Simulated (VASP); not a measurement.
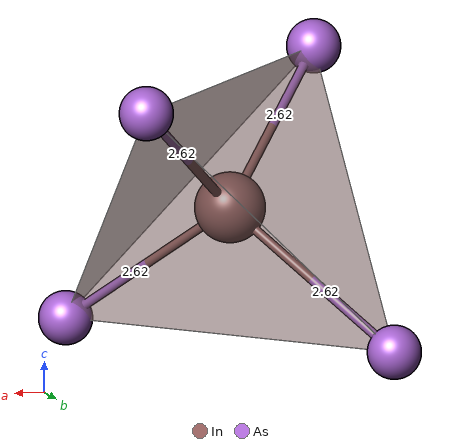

Coordination of In in InAs (F-43m); bond lengths in Å. Shape measures S are computed against regular polyhedra or, for capped shapes, the nearer of the equal-edge and equal-bond forms. Source: the end point of a relaxation with VASP Kohn-Sham DFT of a periodic cell, PBEsol with D3, VASP PAW PBE potentials, recommended in VASP 6.6.1.

**Name the coordination polyhedron and say how regular it is.**

InAs4: an essentially ideal tetrahedron (coordination number 4, S = 0.00; next best see-saw, S = 9.8).

**Does the central atom sit at the centroid of its ligands?**

Yes, to within 0.01 Å; the site symmetry is -43m.
